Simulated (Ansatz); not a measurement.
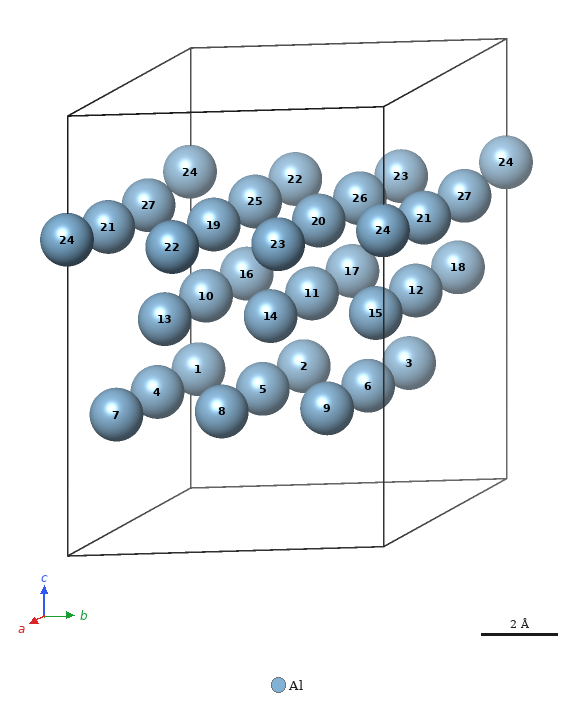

**Figure 1.** The structure (spheres-only view of the cell of the calculation, with the vacuum cut short, seen slightly off an axis; atoms are numbered from 1 in the order of the input). An atom can appear more than once, as a periodic image.

**Al: single-point calculation**

The run: single-point calculation of Al (slab, 27 atoms in the cell). Method and program: DFT PBE+D3(BJ), scalar-relativistic, plane waves, PAW, no spin polarisation (Ansatz 0.2.0).

The structure derives from an entry of the Crystallography Open Database. It belongs to a series of runs on one base structure; here: the slab at its places in the relaxed adsorbed structure. Figures and captions count atoms from 1; the log counts them from 0 in places.

### Input file
```yaml
crystal:
  lattice:
    - [8.4486369609, 0.0, 0.0]
    - [-4.2243184805, 7.3167342355, 0.0]
    - [0.0, 0.0, 24.1614554614]
  atoms:
    - { symbol: Al, position: [0.2222222222, 0.1111111111, 0.3311058811] }
    - { symbol: Al, position: [0.2222222222, 0.4444444444, 0.3311058811] }
    - { symbol: Al, position: [0.2222222222, 0.7777777778, 0.3311058811] }
    - { symbol: Al, position: [0.5555555556, 0.1111111111, 0.3311058811] }
    - { symbol: Al, position: [0.5555555556, 0.4444444444, 0.3311058811] }
    - { symbol: Al, position: [0.5555555556, 0.7777777778, 0.3311058811] }
    - { symbol: Al, position: [0.8888888889, 0.1111111111, 0.3311058811] }
    - { symbol: Al, position: [0.8888888889, 0.4444444444, 0.3311058811] }
    - { symbol: Al, position: [0.8888888889, 0.7777777778, 0.3311058811] }
    - { symbol: Al, position: [0.4441012848, 0.2215401198, 0.4300477074] }
    - { symbol: Al, position: [0.4449300243, 0.5570300405, 0.4290625174] }
    - { symbol: Al, position: [0.4456700836, 0.8860463199, 0.4289723197] }
    - { symbol: Al, position: [0.7807496315, 0.2219425934, 0.429403489] }
    - { symbol: Al, position: [0.7802631847, 0.5568538277, 0.4292449715] }
    - { symbol: Al, position: [0.7798109565, 0.8891897797, 0.4291970933] }
    - { symbol: Al, position: [0.1124541542, 0.2210918142, 0.429454104] }
    - { symbol: Al, position: [0.1153323267, 0.5567330646, 0.4291600399] }
    - { symbol: Al, position: [0.1119716869, 0.8895781076, 0.4294363324] }
    - { symbol: Al, position: [0.6707353329, 0.3341385261, 0.5265043737] }
    - { symbol: Al, position: [0.6672318626, 0.6652325214, 0.527231131] }
    - { symbol: Al, position: [0.6680616042, -0.0007569119, 0.5271016646] }
    - { symbol: Al, position: [0.0021391274, 0.3317635986, 0.5266164207] }
    - { symbol: Al, position: [0.001107218, 0.6665350398, 0.5262136346] }
    - { symbol: Al, position: [-0.005162804, -0.004166755, 0.5378578021] }
    - { symbol: Al, position: [0.3362653829, 0.334779905, 0.5268152166] }
    - { symbol: Al, position: [0.3347651671, 0.6658326805, 0.5268791214] }
    - { symbol: Al, position: [0.3366798987, -0.0024012967, 0.5262349711] }
basis:
  ecutwfc: 420
kpoints:
  mp_grid: { grid: [3, 3, 1] }
hamiltonian:
  xc: pbe
  dispersion: d3bj
scf:
  occupations: { method: gaussian, width: 0.1 }
output:
  forces: true
  eigenvalues: true
  write_density: true
  volumetric_format: npy
efield:
  axis: 3
  dipole_correction: true
  ramp_width: 0.04
```

Launch command:
```bash
ansatz run input.yaml --threads 4 --pin off --max-ram 10240MiB --backend cpu --events-out ev --progress --plain --runs-dir out
```

### The program's output
```
Engine: ansatz 0.2.0, x86_64-unknown-linux-gnu
Pseudopotentials: kind: paw
Pseudopotential: Al, paw, valence charge 3, recommended cutoff 420 eV (normal), Al.paw.azcp
Functional definition: PBE
  parameter kappa = 0.804
  parameter beta = 0.06672455060314922
  exchange = pbe_x(kappa = kappa, mu = beta*pi^2/3)
  correlation = pbe_c(beta = beta)
Crystal: 27 atoms, lattice volume = 1493.575 Å³
Basis set: ecut = 420 eV, 29187 PW (Γ), exchange–correlation on 120×120×324 points (8 copies of the dense FFT grid, shifted against one another)
Bands: 68, of which v1, the nominal top of the filled ones, is band 41 counted from 1 (40 counted from 0)
Symmetry: 1 space group operations
Space group: P1 (ITA 1), of the structure as read, at distance tolerance 1.1e-4 Å
k-points: 5 of 9 (time reversal used)
Non-local potential: Al, projectors of the file, l = 0: 2, l = 1: 2, l = 2: 1
PAW form: soft (Blöchl's): semilocal exchange-correlation on the pseudo side does not see the compensation charge
PAW one-centre angular grid: Al, 110 points (default); XC on 64 Gauss nodes
Initial density: superposition of atomic densities (neutral atoms: chi_scale 0, normalization atom), corrected by the library's trained network
Initial wavefunctions: pseudopotential atomic-orbital guess
Functional: x = pbe(κ = 0.804, μ = 0.2195149727645171), c = pbe(β = 0.06672455060314922)
SCF iter   1: F=—  HF=-14512.179653 eV  |F-HF|=—  |Δ(HF+E_count)|=         —  Δρ=1.65e-3  dr2=1.65e-1  ethr=1.77e-3  p=0.003 e·Å  D=3.36e-4 V/Å  ΔV_dip=-0.01 eV  dr2_dipole=3.51e-4  V_vac-E_F(+/−)=3.85/3.85 eV  ⟨swp⟩=11.8  Hψ=2176  notcnv=0  defer=3
efield: sawtooth ramp at fractional position 0.9145 (placed from the atoms, in the widest stretch of the axis that holds none; the zero of the levels goes with the place), width 0.0400; the density the first Hamiltonian is built on has a dipole p = 0.003 e·Å; the dipole correction subtracts the counter field D = 3.36e-4 V/Å, which shifts the + side's vacuum level by -0.01 eV against the − side's; the planar-averaged density in the ramp window peaks in size at 3.1e-6 e/Å³
preconditioner: auto → LDOS  [metal: Δε(μ)=0.049 eV  Ē_g=6.183 eV  σ=0.100 eV  W_gap=0.26  n_scr=108 (ndim 8)  ℏωp=8.6 eV  f_vac=0.583  D(μ)=20.33/eV (n_scr^D=96)  β→1.0]
SCF iter   2: F=—  HF=-14512.157020 eV  |F-HF|=—  |Δ(HF+E_count)|=   2.26e-2  Δρ=5.22e-4  dr2=7.48e-3  ethr=2.03e-4  p=0.001 e·Å  D=1.57e-4 V/Å  ΔV_dip=-0.00 eV  dr2_dipole=2.64e-5  V_vac-E_F(+/−)=3.81/3.82 eV  ⟨swp⟩=2.2  Hψ=602  notcnv=0  defer=16
SCF iter   3: F=—  HF=-14512.158980 eV  |F-HF|=—  |Δ(HF+E_count)|=   1.96e-3  Δρ=1.49e-4  dr2=1.61e-3  ethr=9.23e-6  p=0.002 e·Å  D=2.24e-4 V/Å  ΔV_dip=-0.01 eV  dr2_dipole=2.99e-5  V_vac-E_F(+/−)=3.78/3.78 eV  ⟨swp⟩=2.0  Hψ=424  notcnv=0  defer=16
SCF iter   4: F=—  HF=-14512.158930 eV  |F-HF|=—  |Δ(HF+E_count)|=   5.01e-5  Δρ=5.04e-5  dr2=1.38e-4  ethr=1.98e-6  p=0.001 e·Å  D=1.61e-4 V/Å  ΔV_dip=-0.00 eV  dr2_dipole=4.58e-10  V_vac-E_F(+/−)=3.76/3.76 eV  ⟨swp⟩=2.2  Hψ=478  notcnv=0  defer=16
SCF iter   5: F=—  HF=-14512.158933 eV  |F-HF|=—  |Δ(HF+E_count)|=   3.66e-6  Δρ=1.42e-5  dr2=8.62e-6  ethr=1.70e-7  p=0.002 e·Å  D=1.93e-4 V/Å  ΔV_dip=-0.00 eV  dr2_dipole=1.08e-6  V_vac-E_F(+/−)=3.76/3.76 eV  ⟨swp⟩=2.4  Hψ=513  notcnv=0  defer=16
SCF iter   6: F=—  HF=-14512.158643 eV  |F-HF|=—  |Δ(HF+E_count)|=   2.90e-4  Δρ=3.55e-6  dr2=3.79e-7  ethr=1.06e-8  p=0.002 e·Å  D=1.91e-4 V/Å  ΔV_dip=-0.00 eV  dr2_dipole=1.99e-8  V_vac-E_F(+/−)=3.76/3.76 eV  ⟨swp⟩=2.6  Hψ=548  notcnv=0  defer=16
SCF iter   7: F=-14512.158644 eV  HF=-14512.158644 eV  |F-HF|=4.98e-8  |Δ(HF+E_count)|=   6.42e-7  Δρ=8.59e-7  dr2=5.17e-8  ethr=1.23e-10  p=0.002 e·Å  D=1.93e-4 V/Å  ΔV_dip=-0.00 eV  dr2_dipole=5.56e-9  V_vac-E_F(+/−)=3.76/3.76 eV  ⟨swp⟩=56.0  Hψ=2714  notcnv=0
SCF 1 converged in 7 iterations: F = -14512.158644 eV  dr2 = 5.17e-8
  greatest PAW one-centre occupation: 0.475 electrons in one spin orbital (limit 2), on the Al atom at site 23 (counted from 0), in its partial waves of l = 0
SCF converged after 7 iterations
Free energy (F): -14512.158644 eV
Harris-Foulkes:  -14512.158644 eV  (|F-HF|=4.98e-8)
Internal energy: -14512.051651 eV  (E = F + TS)
E sigma→0 (E₀):  -14512.105147 eV
Entropy (-TS):   -0.106993 eV (-3.963 meV/atom)
Fermi energy:    -0.195590 eV
Dipole field:    D = 0.000156 V/Å  (p = 0.001292 e·Å, saw-weighted, corrected)
Work function:   Φ+ = 3.7558 eV   Φ− = 3.7596 eV
Levels:          The Fermi level and band energies are counted from a zero that moves with the ramp; work functions are not
--- Per-component energies (eV) ---
  E_band       = -360.386789
  E_kinetic    = 590.369466
  E_local      = -19154.889766  (includes V_loc(G=0)·N_el)
  E_nonlocal   = 283.970428
  E_hartree    = 9389.795847
  E_xc         = -1057.195242
  E_vxc        = -760.532924  (∫ρ·V_xc dr)
  E_paw        = -12617.964139  (= ΣΔE_a)
  E_vpaw       = -98.891072  (= ΣTr[D̂ρ^β])
  E_aug_tail   = -0.000057  (compensation charges beyond the density's cutoff)
  E_efield     = 0.000000  (sawtooth field / dipole correction)
  E_vefield    = 0.001539  (∫n·V_field dr)
  E_ewald      = 8060.143292
  E_disp       = -6.281479  (pairwise vdW)
  E_smearing   = -0.106993  (= −TS)
  E_closure    = -0.000000  (closes the sum)
  Σ components = -14512.158644   (vs F -14512.158644, Δ=0.00e0)
--- Forces (eV/Å), atoms counted from 1 ---
  atom   1  Al     0.03986004     0.01367122     0.00598457
  atom   2  Al     0.01829413    -0.00023208    -0.04637497
  atom   3  Al     0.01103357     0.01207851    -0.04528923
  atom   4  Al    -0.01443036     0.04505400     0.01021356
  atom   5  Al     0.03632797    -0.03990121     0.00522342
  atom   6  Al    -0.00130108    -0.00621264    -0.05426150
  atom   7  Al    -0.00798795     0.01453152    -0.00094239
  atom   8  Al    -0.03087122    -0.02287373     0.00222915
  atom   9  Al     0.01341267    -0.01984569    -0.00395652
  atom  10  Al     0.05549226     0.01203751    -0.10599400
  atom  11  Al     0.09213521    -0.07209567    -0.02529110
  atom  12  Al    -0.04428457     0.12083014    -0.03208672
  atom  13  Al    -0.05439427     0.01283325    -0.04606417
  atom  14  Al    -0.01724833    -0.04439071    -0.03847571
  atom  15  Al     0.04490577     0.01697277     0.15188001
  atom  16  Al    -0.00754142    -0.03146647     0.10732600
  atom  17  Al    -0.09118559    -0.04809846    -0.04298174
  atom  18  Al    -0.01561883     0.01493033     0.09894466
  atom  19  Al    -0.04211483    -0.04174786     0.07756976
  atom  20  Al    -0.00661004     0.00159928     0.00830050
  atom  21  Al    -0.02091900     0.00181010     0.01990808
  atom  22  Al    -0.00560433     0.02944798     0.06096993
  atom  23  Al     0.03699737     0.01312338     0.08359213
  atom  24  Al     0.19446476     0.09884131    -0.43021798
  atom  25  Al    -0.01316204    -0.14902755     0.06780725
  atom  26  Al    -0.01417008    -0.00798226     0.07514293
  atom  27  Al    -0.15548492     0.07610994     0.09694756
  max |Σ_I F_I| component: 1.03e-4 eV/Å
--- Band table (eV; the first three rows and the last of 5) ---
  k-point 0: bands = ["-10.9599", "-9.3174", "-8.2855", "-8.2490", "-8.2437", "-8.2377", "-8.2235", "-8.1445", "-6.8051", "-6.6417", "-6.6330", "-6.6203", "-6.6083", "-6.5900", "-6.5440", "-4.1932", "-4.1353", "-4.1256", "-4.0987", "-4.0931", "-4.0710", "-3.6186", "-3.0180", "-3.0067", "-3.0042", "-2.9852", "-2.8701", "-2.8632", "-1.9085", "-1.9001", "-1.2147", "-1.1886", "-1.1401", "-1.1325", "-1.0913", "-1.0805", "-1.0762", "-1.0607", "-1.0491", "-0.9772", "-0.2929", "-0.2665", "-0.2621", "-0.2535", "-0.1881", "-0.1682", "-0.1575", "1.2083", "1.2443", "1.2507", "1.2703", "1.2904", "1.3141", "1.3217", "1.3258", "1.3284", "1.3473", "1.6168", "1.6228", "2.2796", "2.4996", "2.5310", "2.5426", "2.5855", "2.5926", "2.6211", "3.3341", "3.6137"]
  k-point 1: bands = ["-10.6547", "-9.7406", "-9.0168", "-8.8387", "-8.8216", "-8.1039", "-7.2149", "-7.2025", "-7.0412", "-7.0240", "-6.4914", "-6.1480", "-5.5925", "-5.4337", "-5.4204", "-5.2727", "-5.2586", "-4.7114", "-4.6867", "-4.5584", "-3.7078", "-3.6910", "-3.5594", "-3.3292", "-3.0291", "-3.0108", "-2.7104", "-2.7030", "-2.4675", "-2.2017", "-1.7134", "-1.6936", "-1.6145", "-1.5996", "-1.5684", "-1.3869", "-1.3701", "-0.8714", "-0.8320", "-0.1575", "-0.1184", "-0.0284", "-0.0209", "0.0832", "0.1930", "0.1971", "0.5963", "0.9229", "1.0312", "1.3389", "1.3543", "1.3929", "1.4225", "1.8613", "1.8826", "2.0540", "2.0712", "2.1194", "2.1498", "2.2059", "2.2160", "2.7148", "3.1604", "3.1811", "3.2404", "3.2759", "3.2951", "3.4955"]
  k-point 2: bands = ["-10.6545", "-9.7416", "-9.0166", "-8.8424", "-8.8166", "-8.1042", "-7.2183", "-7.1976", "-7.0454", "-7.0215", "-6.4921", "-6.1469", "-5.5940", "-5.4409", "-5.4136", "-5.2762", "-5.2553", "-4.7028", "-4.6954", "-4.5563", "-3.7074", "-3.6922", "-3.5566", "-3.3295", "-3.0237", "-3.0176", "-2.7125", "-2.7024", "-2.4675", "-2.2005", "-1.7042", "-1.7014", "-1.6158", "-1.6060", "-1.5590", "-1.3931", "-1.3663", "-0.8623", "-0.8401", "-0.1479", "-0.1325", "-0.0280", "-0.0230", "0.0861", "0.1851", "0.2038", "0.5957", "0.9210", "1.0363", "1.3314", "1.3602", "1.4000", "1.4170", "1.8692", "1.8808", "2.0598", "2.0691", "2.1242", "2.1448", "2.2024", "2.2090", "2.7149", "3.1694", "3.1786", "3.2394", "3.2764", "3.2928", "3.4969"]
  k-point 4: bands = ["-10.6547", "-9.7408", "-9.0165", "-8.8399", "-8.8203", "-8.1041", "-7.2132", "-7.2041", "-7.0425", "-7.0227", "-6.4917", "-6.1482", "-5.5918", "-5.4332", "-5.4214", "-5.2735", "-5.2574", "-4.7112", "-4.6881", "-4.5582", "-3.7049", "-3.6934", "-3.5615", "-3.3286", "-3.0266", "-3.0113", "-2.7078", "-2.7031", "-2.4675", "-2.1927", "-1.7146", "-1.6953", "-1.6174", "-1.6026", "-1.5695", "-1.3910", "-1.3766", "-0.8698", "-0.8327", "-0.1575", "-0.1204", "-0.0211", "-0.0162", "0.0850", "0.1968", "0.1986", "0.5973", "0.9241", "1.0298", "1.3364", "1.3510", "1.3903", "1.4204", "1.8627", "1.8822", "2.0522", "2.0690", "2.1173", "2.1481", "2.2083", "2.2167", "2.7146", "3.1597", "3.1786", "3.2452", "3.2748", "3.2970", "3.4979"]
```

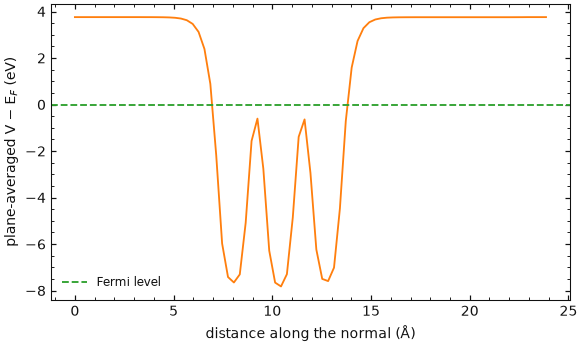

**Figure 2.** Plane average of the electrostatic potential energy of an electron across the cell, from the Fermi level. The vacuum level lies 3.76 eV above the Fermi level.

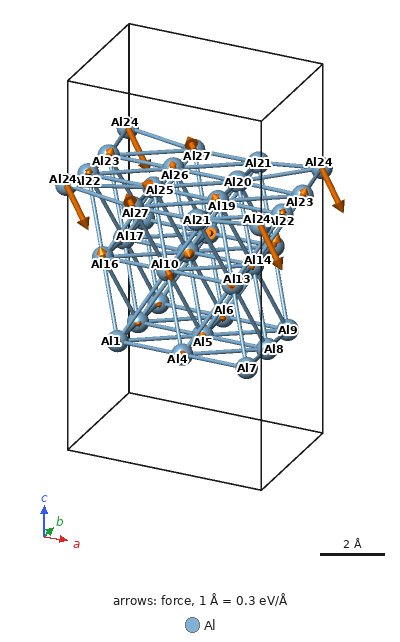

**Figure 3.** Forces on the atoms as orange arrows (ball-and-stick view of the cell of the calculation, with the vacuum cut short, seen slightly off an axis; atoms are numbered from 1 in the order of the input); the smallest are left out. The largest act on Al24 (0.48 eV/Å); Al27 (0.20 eV/Å); Al15, Al25 (0.16 eV/Å). The geometry is not a stationary point of this energy.

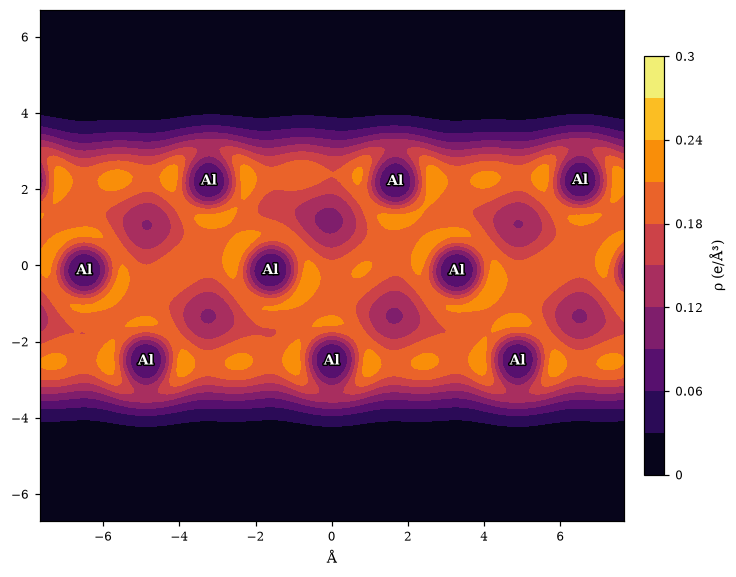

**Figure 4.** Valence pseudo-density on the (110) plane of the calculation cell, a cut from vacuum to vacuum. Atoms in the plane: Al. Al–Al (2.87 Å): the density is about 0.2 e/Å³ at the midpoint. The density dies away to nearly zero in the vacuum. Core electrons are frozen (PAW), so the fields are smoothed inside the atomic spheres.

### Results in brief

```json
{"quantity": "outcome", "value": "converged"}
{"quantity": "electrons treated", "value": "81"}
{"quantity": "free energy", "value": "−14512.1586 eV"}
{"quantity": "work function, top face", "value": "3.76 eV"}
{"quantity": "work function, bottom face", "value": "3.76 eV"}
{"quantity": "Fermi energy", "value": "−0.196 eV"}
{"quantity": "gap on the k-point mesh", "value": "none (metallic)"}
{"quantity": "work function (upper face)", "value": "3.76 eV"}
{"quantity": "largest force (length of the vector)", "value": "0.482 eV/Å"}
{"quantity": "hardware", "value": "4 threads of Intel Xeon (Granite Rapids), 32 GiB of memory available, shared host"}
{"quantity": "wall time", "value": "11 s (CPU time 40 s)"}
{"quantity": "peak memory", "value": "2.4 GiB"}
```
